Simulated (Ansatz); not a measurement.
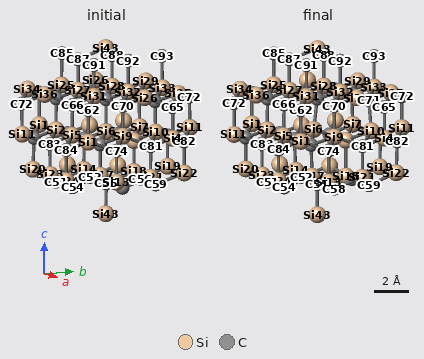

The structure of a defect cell of composition Si49C47 (cell charge −2) before (left) and after (right) a relaxation, at one scale.

The picture is a ball-and-stick view of the atoms within 5.8 Å of the atom that moves most (axes of the cell of the calculation (origin shifted)), seen slightly off an axis.

Level of theory: Ansatz, DFT, PBEsol, PAW, plane waves. Set-up: plane-wave cutoff 420 eV; k-point mesh 1 × 1 × 1; mesh shifted by (0.25, 0.25, 0.25); collinear spin; atoms relaxed in a fixed cell; force threshold 0.03 eV/Å; at most 80 steps.

Question: Describe what moved and what it gained.

Answer: Over 5 geometry steps the energy falls by 6.805 eV per cell of the calculation. The largest force component goes from 11 to 0.018 eV/Å. The largest move is that of a Si atom, 0.31 Å along [0 −2 1]. Largest moves by element: Si 0.31 Å, C 0.14 Å. The cell doesn't change. Among the contacts that change: Si–Si 3.064 → 3.555 Å, Si–Si 3.051 → 3.533 Å, Si–Si 3.052 → 3.506 Å, Si–Si 3.083 → 3.483 Å. Bond angles that change, for instance: Si–C–Si 111.0° → 101.6°, Si–Si–C 110.2° → 101.3°, C–Si–C 107.3° → 115.9°. The program noted that the starting moments weren't kept.

Limits of the set-up: the cell is charged, on a uniform background, and energies carry no finite-size correction.
